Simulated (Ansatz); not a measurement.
Si31O: single-point calculation (part 1 of 2)

The run: single-point calculation of Si31O (defect cell, 32 atoms in the cell). Method and program: DFT PBE, scalar-relativistic, plane waves, PAW, spin-polarised (Ansatz 0.2.0).

The structure derives from an entry of the Crystallography Open Database. Figures and captions count atoms from 1; the log counts them from 0 in places.

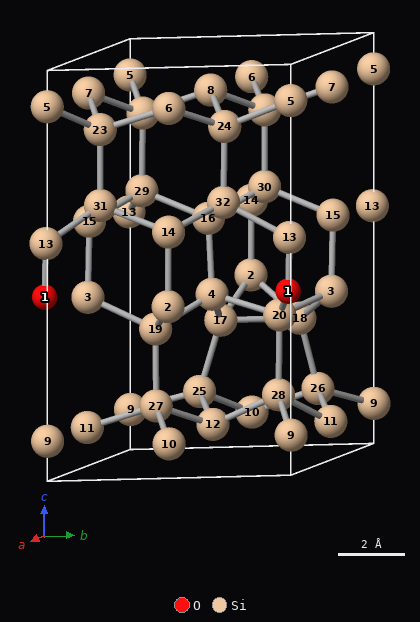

**Figure 1.** The structure (ball-and-stick view of the cell of the calculation, seen slightly off an axis; atoms are numbered from 1 in the order of the input). An atom can appear more than once, as a periodic image. Near neighbours in the periodic cell (some may lie outside the picture): O has 2 Si at 1.70 to 1.71 Å; Si has 4 Si at 2.31 to 2.51 Å; Si has 1 O at 1.70 to 1.71 Å and 3 Si at 2.34 to 2.51 Å.

**Key numbers**

| quantity | value |
| --- | --- |
| outcome | converged |
| electrons treated | 130 |
| free energy | −20275.9929 eV |
| Fermi energy | 6.493 eV |
| gap on the k-point mesh | 0.59 eV |
| net moment of the cell | 0.00 μB |
| integrated absolute moment | 0.00 μB |
| largest force (length of the vector) | 0.015 eV/Å |
| hardware | 4 threads of Arm Neoverse V2, 24 GiB of memory available, shared host |
| wall time | 2.5 min (CPU time 10 min) |
| peak memory | 1.7 GiB |

**Remarks**

Warnings of the run: some starting moments were not kept.

**Input**
```yaml
crystal:
  lattice:
    - [7.5896, 0.0, 0.0]
    - [-3.7948, 6.572786, 0.0]
    - [0.0, 0.0, 12.7099]
  atoms:
    - { symbol: O, position: [-0.065718979, -0.0328784719, 0.4436380671], spin: 0.2 }
    - { symbol: Si, position: [-0.0234950381, 0.4882447636, 0.4160543186] }
    - { symbol: Si, position: [0.5118768224, 0.0009248654, 0.410124274] }
    - { symbol: Si, position: [0.5118582575, 0.510910932, 0.4101303646] }
    - { symbol: Si, position: [-0.0005909491, -0.0002709963, 0.9117405557] }
    - { symbol: Si, position: [-0.0057803778, 0.4971133711, 0.8998860206] }
    - { symbol: Si, position: [0.5005831922, -0.0005812741, 0.9065010896] }
    - { symbol: Si, position: [0.5005842233, 0.5011708054, 0.9064848471] }
    - { symbol: Si, position: [0.0089126301, 0.0044641463, 0.09812136] }
    - { symbol: Si, position: [0.000722148, 0.5003770292, 0.0838262058] }
    - { symbol: Si, position: [0.5136060166, -0.0010948955, 0.0933460234] }
    - { symbol: Si, position: [0.5136058209, 0.514708235, 0.093343496] }
    - { symbol: Si, position: [-0.0325890188, -0.0163282085, 0.5763380398], spin: 0.2 }
    - { symbol: Si, position: [-0.0108270192, 0.4945614181, 0.5983242012] }
    - { symbol: Si, position: [0.4846028628, -0.0017827282, 0.5931537408] }
    - { symbol: Si, position: [0.4845665773, 0.486366813, 0.5931568272] }
    - { symbol: Si, position: [0.2163188989, 0.4459879983, 0.3249829282], spin: 0.2 }
    - { symbol: Si, position: [0.2162328853, 0.7704396814, 0.3250061963], spin: 0.2 }
    - { symbol: Si, position: [0.6564310236, 0.328205956, 0.3393082137] }
    - { symbol: Si, position: [0.7162378619, 0.8580890117, 0.3703676115], spin: 0.2 }
    - { symbol: Si, position: [0.3273697505, 0.163675387, 0.841875943] }
    - { symbol: Si, position: [0.3317350722, 0.6658803526, 0.8424460931] }
    - { symbol: Si, position: [0.8320151825, 0.1605027865, 0.840677276] }
    - { symbol: Si, position: [0.8320421732, 0.6715505977, 0.8406828203] }
    - { symbol: Si, position: [0.176401911, 0.3453974236, 0.1499735461] }
    - { symbol: Si, position: [0.1764164913, 0.8310298543, 0.1499722003] }
    - { symbol: Si, position: [0.6697357029, 0.3348681893, 0.1530546816] }
    - { symbol: Si, position: [0.6847957913, 0.8424105503, 0.1738925939] }
    - { symbol: Si, position: [0.3015210739, 0.1507484689, 0.6511578735] }
    - { symbol: Si, position: [0.3272147074, 0.6636191027, 0.6553286422] }
    - { symbol: Si, position: [0.8190991618, 0.1570215303, 0.6550094516] }
    - { symbol: Si, position: [0.819077308, 0.6620085347, 0.6549989059] }
magnetization:
  spin_polarized: true
basis:
  ecutwfc: 420
  fft_grid_basis: typed
kpoints:
  mp_grid: { grid: [3, 3, 1] }
hamiltonian:
  xc: pbe
  pseudopotentials: { kind: paw }
scf:
  occupations: { method: gaussian, width: 0.05 }
output:
  forces: true
  stress: false
  eigenvalues: true
  bader: true
  write_density: true
  volumetric_format: npy
  populations: true
```

Launch command:
```bash
ansatz run input.yaml --threads 4 --pin off --max-ram 10240MiB --backend cpu --events-out ev --progress --plain --runs-dir out
```

**Output**
```
Engine: ansatz 0.2.0, aarch64-unknown-linux-gnu
Pseudopotentials: kind: paw
Pseudopotential: O, paw, valence charge 6, recommended cutoff 420 eV (normal), O.paw.azcp
Pseudopotential: Si, paw, valence charge 4, recommended cutoff 420 eV (normal), Si.paw.azcp
Functional definition: PBE
  parameter kappa = 0.804
  parameter beta = 0.06672455060314922
  exchange = pbe_x(kappa = kappa, mu = beta*pi^2/3)
  correlation = pbe_c(beta = beta)
Crystal: 32 atoms, lattice volume = 634.031 Å³
Basis set: ecut = 420 eV, 12427 PW (Γ), exchange–correlation on 108×108×180 points (8 copies of the dense FFT grid, shifted against one another)
Bands: 98, of which v1, the nominal top of the filled ones, is band 65 counted from 1 (64 counted from 0)
Symmetry: 1 space group operations
Space group: P1 (ITA 1), of the structure as read, at distance tolerance 8.6e-5 Å
Magnetic group: BNS 1.1 (UNI 1), of the structure as read, at distance tolerance 8.6e-5 Å
k-points: 5 of 9 (time reversal used)
Non-local potential: O, projectors of the file, l = 0: 2, l = 1: 2, l = 2: 1
Non-local potential: Si, projectors of the file, l = 0: 2, l = 1: 2, l = 2: 2
PAW form: soft (Blöchl's): semilocal exchange-correlation on the pseudo side does not see the compensation charge
PAW one-centre angular grid: O, 110 points (default); XC on 64 Gauss nodes
PAW one-centre angular grid: Si, 110 points (default); XC on 64 Gauss nodes
Initial density: superposition of atomic densities (chi_scale 0.1, normalization cell, long waves kept (reshape's long-wave potential 0.96 eV rms))
Starting moments: Σ|m| = 1 μB on 5 of 32 sites
Initial wavefunctions: pseudopotential atomic-orbital guess
Functional: x = pbe(κ = 0.804, μ = 0.2195149727645171), c = pbe(β = 0.06672455060314922)
SCF iter   1: F=—  HF=-20288.194985 eV  |F-HF|=—  |Δ(HF+E_count)|=         —  Δρ=4.65e-2 (↑4.43e-2 ↓4.65e-2)  dr2=1.62e2  dr2_m=6.44e-2  M=0.663 μB ∫|m|=0.701 μB  β_m=0.30  ethr=3.10e-3  ⟨swp⟩=7.2  Hψ=5029  notcnv=0  defer=11
preconditioner: auto → Kerker (q_TF=auto, 2.095 Å⁻¹)  [metal: Δε(μ)=0.043 eV  Ē_g=8.055 eV  σ=0.050 eV  W_gap=0.44  n_scr=98 (ndim 8)  ℏωp=16.8 eV  f_vac=0.000  D(μ)=6.84/eV (n_scr^D=34)]
spin=Collinear: Kerker preconditioning applied to the charge; magnetization (m = ρ↑ − ρ↓) channel mixes plain (no charge-response kernel on spin).
SCF iter   2: F=—  HF=-20281.445734 eV  |F-HF|=—  |Δ(HF+E_count)|=    6.75e0  Δρ=2.52e-2 (↑2.29e-2 ↓2.52e-2)  dr2=2.47e1  dr2_m=5.18e-2  M=0.000 μB ∫|m|=0.175 μB  β_m=0.30  ethr=3.10e-3  ⟨swp⟩=4.0  Hψ=2596  notcnv=0  defer=251
preconditioner: auto → Resta (q_TF=auto, 2.095 Å⁻¹)  ε∞=5.3  [insulator: Δε(μ)=0.430 eV  Ē_g=8.024 eV  σ=0.050 eV  W_gap=1.00  n_scr=98 (ndim 8)  ℏωp=16.7 eV  f_vac=0.000  D(μ)=0.00/eV (n_scr^D=0)  ε∞_Penn≈5.3]
spin=Collinear: Resta preconditioning applied to the charge; magnetization (m = ρ↑ − ρ↓) channel mixes plain (no charge-response kernel on spin).
SCF iter   3: F=—  HF=-20278.165884 eV  |F-HF|=—  |Δ(HF+E_count)|=    3.28e0  Δρ=1.47e-2 (↑1.42e-2 ↓1.47e-2)  dr2=9.67e0  dr2_m=2.68e-2  M=0.000 μB ∫|m|=0.139 μB  β_m=0.30  ethr=3.10e-3  ⟨swp⟩=3.0  Hψ=1816  notcnv=0  defer=261
SCF iter   4: F=—  HF=-20276.378302 eV  |F-HF|=—  |Δ(HF+E_count)|=    1.79e0  Δρ=8.29e-3 (↑8.29e-3 ↓6.43e-3)  dr2=2.07e0  dr2_m=1.44e-2  M=0.000 μB ∫|m|=0.110 μB  β_m=0.30  ethr=3.10e-3  ⟨swp⟩=3.8  Hψ=1546  notcnv=0  defer=280
SCF iter   5: F=—  HF=-20275.993878 eV  |F-HF|=—  |Δ(HF+E_count)|=   3.84e-1  Δρ=2.71e-3 (↑2.71e-3 ↓2.26e-3)  dr2=2.45e-1  dr2_m=8.29e-3  M=0.000 μB ∫|m|=0.083 μB  β_m=0.30  ethr=1.59e-3  ⟨swp⟩=2.8  Hψ=1767  notcnv=0  defer=282
SCF iter   6: F=—  HF=-20275.984341 eV  |F-HF|=—  |Δ(HF+E_count)|=   9.54e-3  Δρ=1.95e-3 (↑1.95e-3 ↓1.77e-3)  dr2=1.30e-1  dr2_m=4.54e-3  M=0.000 μB ∫|m|=0.066 μB  β_m=0.30  ethr=1.88e-4  ⟨swp⟩=1.8  Hψ=802  notcnv=0  defer=280
SCF iter   7: F=—  HF=-20275.989324 eV  |F-HF|=—  |Δ(HF+E_count)|=   4.98e-3  Δρ=9.35e-4 (↑7.07e-4 ↓9.35e-4)  dr2=1.06e-2  dr2_m=2.54e-3  M=0.000 μB ∫|m|=0.051 μB  β_m=0.30  ethr=1.00e-4  ⟨swp⟩=3.3  Hψ=1526  notcnv=0  defer=280
Mixer restart at iter 7: flushing history
spin-set hold released at iteration 7 (site moments contracting): the magnetisation degrees of freedom join the quasi-Newton model from the next iteration; the mixer history was flushed
SCF iter   8: F=—  HF=-20275.990032 eV  |F-HF|=—  |Δ(HF+E_count)|=   7.08e-4  Δρ=6.49e-4 (↑5.66e-4 ↓6.49e-4)  dr2=5.18e-3  dr2_m=1.43e-3  M=0.000 μB ∫|m|=0.040 μB  β_m=0.65  ethr=8.17e-6  ⟨swp⟩=1.2  Hψ=1044  notcnv=0  defer=280
SCF iter   9: F=—  HF=-20275.992491 eV  |F-HF|=—  |Δ(HF+E_count)|=   2.46e-3  Δρ=2.24e-4 (↑1.13e-4 ↓2.24e-4)  dr2=7.57e-4  dr2_m=3.44e-5  M=0.000 μB ∫|m|=0.011 μB  β_m=0.65  ethr=3.99e-6  ⟨swp⟩=2.0  Hψ=1248  notcnv=0  defer=280
SCF iter  10: F=—  HF=-20275.992734 eV  |F-HF|=—  |Δ(HF+E_count)|=   2.43e-4  Δρ=6.88e-5 (↑6.88e-5 ↓5.71e-5)  dr2=1.53e-4  dr2_m=1.70e-6  M=0.000 μB ∫|m|=0.004 μB  β_m=0.69  ethr=5.82e-7  ⟨swp⟩=2.0  Hψ=1346  notcnv=0  defer=280
SCF iter  11: F=—  HF=-20275.992812 eV  |F-HF|=—  |Δ(HF+E_count)|=   7.81e-5  Δρ=2.21e-5 (↑2.21e-5 ↓1.85e-5)  dr2=2.36e-5  dr2_m=5.43e-7  M=0.000 μB ∫|m|=0.001 μB  β_m=0.83  ethr=1.17e-7  ⟨swp⟩=2.0  Hψ=1337  notcnv=0  defer=280
SCF iter  12: F=—  HF=-20275.992920 eV  |F-HF|=—  |Δ(HF+E_count)|=   1.08e-4  Δρ=1.27e-5 (↑7.83e-6 ↓1.27e-5)  dr2=4.23e-6  dr2_m=1.09e-7  M=0.000 μB ∫|m|=0.000 μB  β_m=0.86  ethr=1.81e-8  ⟨swp⟩=2.0  Hψ=1408  notcnv=0  defer=280
SCF iter  13: F=—  HF=-20275.992922 eV  |F-HF|=—  |Δ(HF+E_count)|=   2.02e-6  Δρ=2.64e-6 (↑2.64e-6 ↓1.83e-6)  dr2=1.60e-7  dr2_m=1.27e-8  M=0.000 μB ∫|m|=0.000 μB  β_m=0.93  ethr=3.25e-9  ⟨swp⟩=2.0  Hψ=1350  notcnv=0  defer=280
SCF iter  14: F=—  HF=-20275.992922 eV  |F-HF|=—  |Δ(HF+E_count)|=   1.66e-7  Δρ=6.92e-7 (↑6.79e-7 ↓6.92e-7)  dr2=3.43e-8  dr2_m=7.60e-10  M=0.000 μB ∫|m|=0.000 μB  β_m=0.96  ethr=7.69e-11  ⟨swp⟩=16.6  Hψ=6814  notcnv=0
SCF iter  15: F=-20275.992922 eV  HF=-20275.992922 eV  |F-HF|=2.44e-9  |Δ(HF+E_count)|=   2.01e-8  Δρ=2.33e-7 (↑2.33e-7 ↓2.32e-7)  dr2=6.29e-9  dr2_m=1.16e-11  M=0.000 μB ∫|m|=0.000 μB  ethr=2.64e-11  ⟨swp⟩=3.9  Hψ=2335  notcnv=0
SCF 1 converged in 15 iterations: F = -20275.992922 eV  dr2 = 6.29e-9
  greatest PAW one-centre occupation: 0.863 electrons in one spin orbital (limit 2), on the O atom at site 0 (counted from 0), in its partial waves of l = 0
```

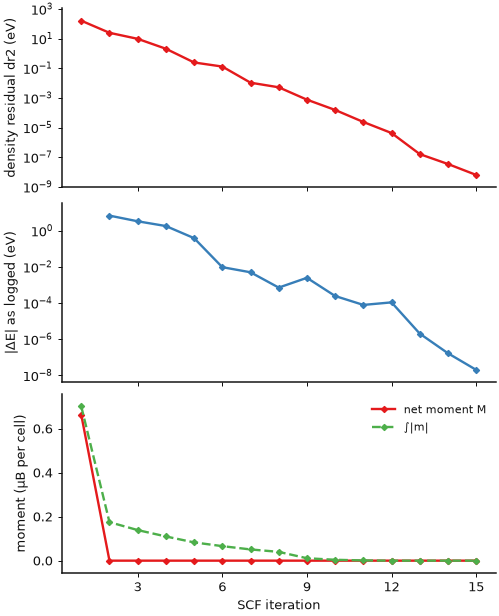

**Figure 2.** Convergence of the self-consistent field: density residual dr2, size of the energy change and magnetic moment against the SCF iteration. The residual falls at every step. The net moment goes from 0.7 to 0.0 μB per cell, and ∫|m| falls to zero.

```
WARN: the starting moments were not kept: the SCF closed with an absolute magnetisation of 1.2e-5 μB, where they sum to 1 μB in size (5 sites). That is at most 0.1 of that sum. Measured as dr2_m measures the in/out step, that magnetisation stands 2.5e-12 eV from none, at or under the dr2_threshold of 1.0e-7 eV: it is no larger than a step whose dr2_m would equal this threshold. The system may hold no moment; this SCF shows only that its start led to no more than that. To try another start: raise the starting moments (crystal.atoms[].spin, magnetization.per_species, magnetization.initial_magnetization, or on a non-collinear deck that types none of these the spinor_matrix: blocks that start its atoms; where the total moment is fixed, keep their sum and leave initial_magnetization as it is; typed ones take the place of any that the run laid by itself, positive ones on a crystal's lanthanoids without a Hubbard term where scf.initial_density.shell_occupations: [] is typed) or, if the notice of its spin-set hold's release reads "site moments contracting" or "site moments show no strong build", lengthen the hold (scf.mixing.spin_hold: { on: { confirm: 4 } }; for m-r²SCAN on two components see the key's manual first). Each may lead to a state that holds a moment. A second SCF, from the converged charge density, with the starting moments and any scf.initial_density.shell_occupations laid on it anew, would have followed, and was not run: the deck does not ask for one (magnetization.retry_lost_moments is false, the default). To let it run, set magnetization.retry_lost_moments: true and run the deck again, where that key's refused combinations let it; where memory then withholds it, that run's warning says so.
SCF converged after 15 iterations
Magnetization: 0.0000 μB (65.0000 up, 65.0000 down)
Absolute magnetization: 0.0000 μB (∫|ρ↑−ρ↓|, with the PAW one-centre terms)
Spin contamination: 0.0000 ħ² per cell (⟨S²⟩ above its minimum at these occupations)
```
